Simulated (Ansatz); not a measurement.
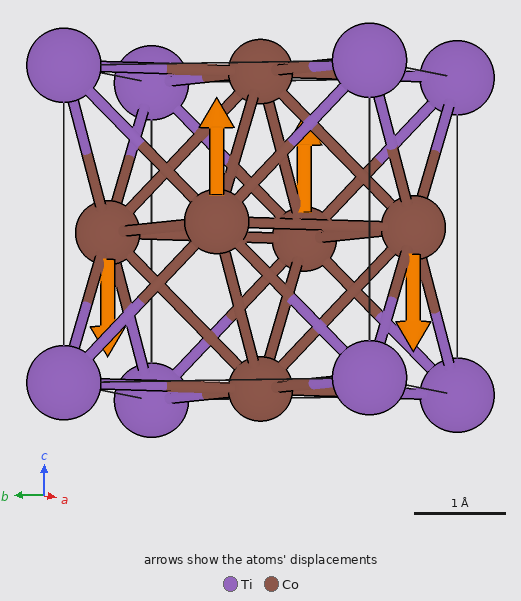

One vibrational mode of a crystal of TiCo₃ at the zone centre. The orange arrows are the displacements of the atoms (eigenvector over the root of the mass), of arbitrary overall length and sign. The picture is a ball-and-stick view of the cell of the calculation, seen from a free direction.

These are results of Ansatz 0.2.0, DFT LDA, scalar-relativistic, plane waves, PAW, not measurements.

Input
```yaml
crystal:
  lattice:
    - [3.4942213289, 0.0, 0.0]
    - [0.0, 3.4942213289, 0.0]
    - [0.0, 0.0, 3.4942213289]
  atoms:
    - { symbol: Ti, position: [0.0, 0.0, 0.0] }
    - { symbol: Co, position: [0.0, 0.5, 0.5] }
    - { symbol: Co, position: [0.5, 0.0, 0.5] }
    - { symbol: Co, position: [0.5, 0.5, 0.0] }
basis:
  ecutwfc: 420
kpoints:
  mp_grid: { grid: [12, 12, 12] }
hamiltonian:
  xc: lda
scf:
  occupations: { method: fermi_dirac, width: 0.15 }
output:
  eigenvalues: true
phonons:
  method: dfpt
  eigenvectors: true
```

Command:
```bash
ansatz run input.yaml --threads 2 --pin off --max-ram 6144MiB --backend cpu --events-out ev --progress --plain --runs-dir out
```

The frequencies depend somewhat on the k-mesh and the smearing.

> Give the symmetry, activity and frequency of this mode.

This is the T₂u mode (triply degenerate; one member of the set is drawn) at 230 cm⁻¹, optical level 2 of 3, counted from below, silent by symmetry (neither infrared- nor Raman-active). The Ti atoms stay at rest; all motion is along c; atoms of one kind move against one another, with no net shift of their sublattice.

Limits of the set-up: an element that often carries a moment was run without spin polarisation.
